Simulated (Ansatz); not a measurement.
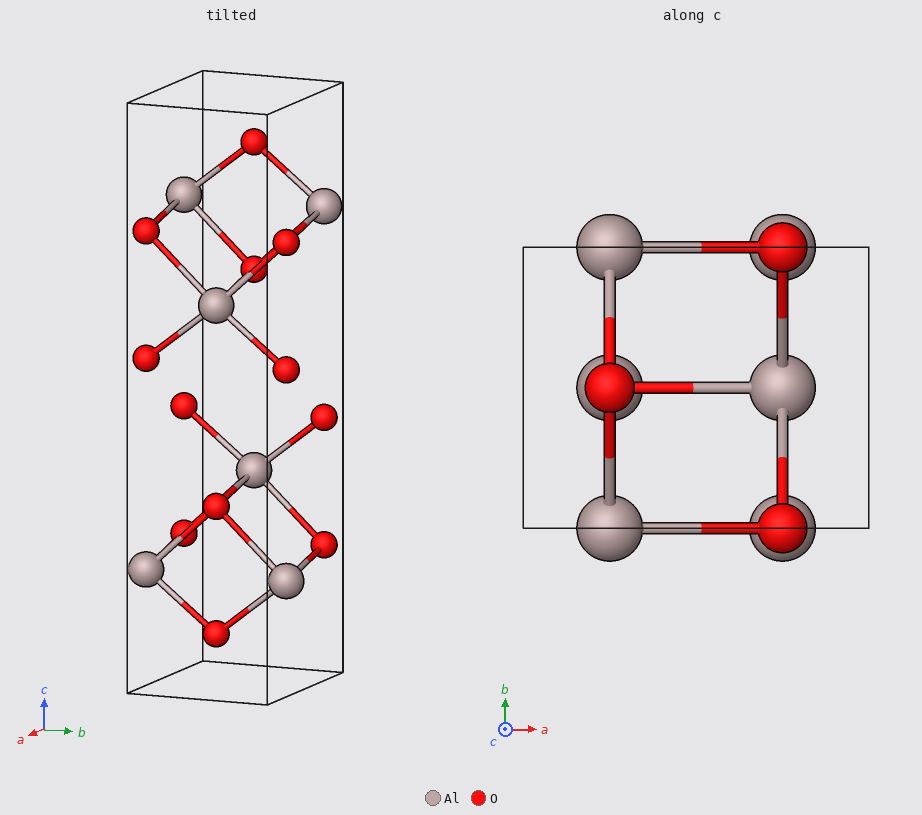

Crystal structure, ball-and-stick style, seen slightly off an axis and along the c axis. The lines enclose the conventional unit cell; boundary atoms appear with their images. Cell: a = 3.64 Å, b = 2.96 Å, c = 11.61 Å, α = 90.00°, β = 90.00°, γ = 90.00°.

The structure was taken from a structure listed in the Materials Project. The cell was then strained or its atoms displaced on purpose. It was run through Ansatz as a DFT input.

State composition, symmetry and coordination.

The material is AlO₂. Space group: Pmma (No. 51). Lattice: primitive orthorhombic. In the cell are 4 Al, 8 O, which makes 4 formula units. Al bonds to six O at about 1.9 to 2.0 Å. Numbers of contacts at bonding distance: O 2 to 4 (mean 3.0). The bonds build AlO2 layers parallel to (001).

Level of theory and settings: DFT PBE+D3(BJ), scalar-relativistic, plane waves, PAW (Ansatz 0.2.0), a kinetic-energy cutoff of 420 eV, k-points about 0.13 Å⁻¹ apart, Gaussian smearing of 0.15 eV, collinear spins.

Which atoms carry magnetic moments in this run, and how do they order?

The state reached is ferromagnetic. Sizes: O 0.7 μB; net moment 3.9 μB in the run's cell of 12 atoms.

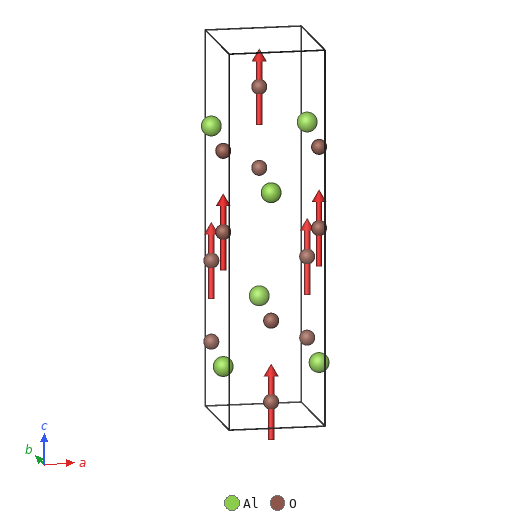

Site moments above 0.25 μB as arrows, small induced ones on non-metal atoms left out (red along the largest or up, blue against, purple across). The run's cell of 12 atoms is drawn, so axes and origin can differ from the first picture.

Metal or not?

A metal: bands cross the Fermi level.

Is this the optimised geometry for these settings?

No. The largest force is 0.44 eV/Å, on Al. The pressure is -0.3 GPa. The stress isn't hydrostatic: its largest component is 1.4 GPa.

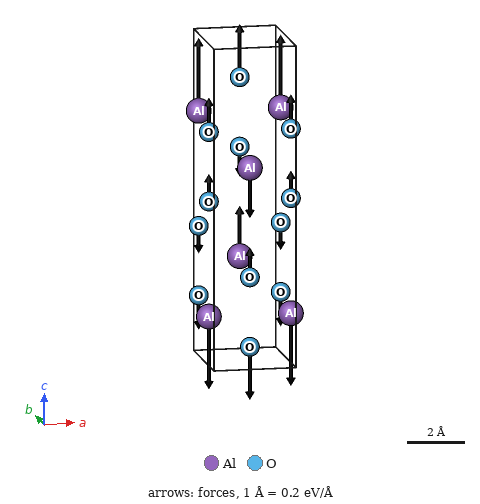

The forces as arrows. The run's cell of 12 atoms is drawn, so axes and origin can differ from the first picture.
